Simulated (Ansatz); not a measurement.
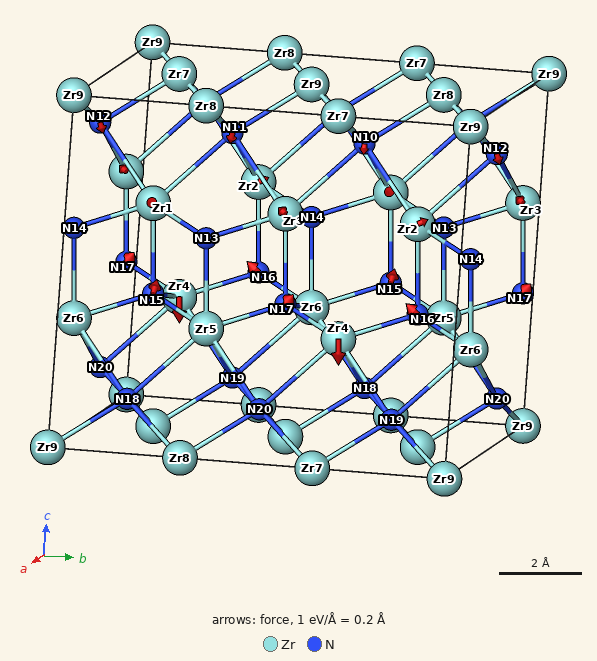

Starting geometry of a defect cell of composition Zr₉N₁₁ (cell charge +3) with the computed forces as red arrows. Style: ball-and-stick. Shown: the conventional cell (2 times the calculation's cell), slightly off an axis. Lengths and directions refer to the drawn axes.

Case: N vacancy, atoms relaxed.

The calculation used DFT PBE, scalar-relativistic, plane waves, PAW in Ansatz 0.2.0.

Input file:
```yaml
crystal:
  lattice:
    - [0.0, -5.9619910123, 0.0]
    - [5.1632356738, -2.9809955061, 0.0]
    - [0.0, -1.9873303374, 8.4679891808]
  atoms:
    - { symbol: Zr, position: [0.444557327, 0.6666666667, 0.666328019] }
    - { symbol: Zr, position: [0.1112239937, 0.3333333333, 0.666328019] }
    - { symbol: Zr, position: [0.7778906603, 1.0, 0.666328019] }
    - { symbol: Zr, position: [0.8887760063, 0.6666666667, 0.333671981] }
    - { symbol: Zr, position: [0.555442673, 0.3333333333, 0.333671981] }
    - { symbol: Zr, position: [0.2221093397, 0.0, 0.333671981] }
    - { symbol: Zr, position: [0.6666666667, 0.6666666667, 0.0] }
    - { symbol: Zr, position: [0.3333333333, 0.3333333333, 0.0] }
    - { symbol: Zr, position: [1.0, 0.0, 0.0] }
    - { symbol: "N", position: [0.0448424101, 0.6666666667, 0.8654727696] }
    - { symbol: "N", position: [0.7115090768, 0.3333333333, 0.8654727696] }
    - { symbol: "N", position: [0.3781757435, 0.0, 0.8654727696] }
    - { symbol: "N", position: [0.4654476829, 0.3333333333, 0.6036569514] }
    - { symbol: "N", position: [0.1321143495, 0.0, 0.6036569514] }
    - { symbol: "N", position: [0.5345523171, 0.6666666667, 0.3963430486] }
    - { symbol: "N", position: [0.2012189838, 0.3333333333, 0.3963430486] }
    - { symbol: "N", position: [0.8678856505, 0.0, 0.3963430486] }
    - { symbol: "N", position: [0.2884909232, 0.6666666667, 0.1345272304] }
    - { symbol: "N", position: [0.9551575899, 0.3333333333, 0.1345272304] }
    - { symbol: "N", position: [0.6218242565, 1.0, 0.1345272304] }
total_charge: 3
basis:
  ecutwfc: 420
kpoints:
  mp_grid: { grid: [4, 4, 4] }
hamiltonian:
  xc: pbe
scf:
  occupations: { method: gaussian, width: 0.05 }
output:
  forces: true
  stress: true
  eigenvalues: true
  write_density: true
  write_potential: true
  elf: true
  volumetric_format: npy
relax:
  adjacent_minimum: "off"
  f_tol: 0.02
  max_steps: 50
```

Launched with:
```bash
ansatz run input.yaml --threads 4 --pin off --max-ram 9216MiB --backend cpu --events-out ev --progress --plain --runs-dir out
```

Question: Is this structure relaxed? If not, where do the atoms go?

Answer: It isn't relaxed: the largest force vector, on Zr4, is 3.43 eV/Å. The final displacements follow the starting forces only in part (cosine between the two patterns 0.80). After 5 accepted moves (6 points after the start) the energy has fallen by 2.110 eV per cell of the calculation. The largest force component goes from 3.4 to 0.019 eV/Å. The line search rejected the trial step at point 5 of the run. The atom that moves furthest is N10 (0.29 Å along [1 0 −2]). Largest moves by element: N 0.29 Å, Zr 0.25 Å. The cell doesn't change. Near-neighbour distances that change, for instance: Zr1–Zr4 3.447 → 3.793 Å, Zr2–Zr4 3.447 → 3.778 Å, Zr8–N10 2.291 → 2.583 Å, Zr5–Zr7 3.454 → 3.680 Å. Bond angles that change, for instance: Zr2–N16–Zr4 105.0° → 123.6°, N16–Zr4–N20 154.6° → 169.9°, Zr2–N10–Zr3 82.7° → 97.8°.

Limits of the set-up: the periodic images lie only 6.0 Å apart, so the values are limited by the cell's size; the cell is charged, on a uniform background, and energies carry no finite-size correction.
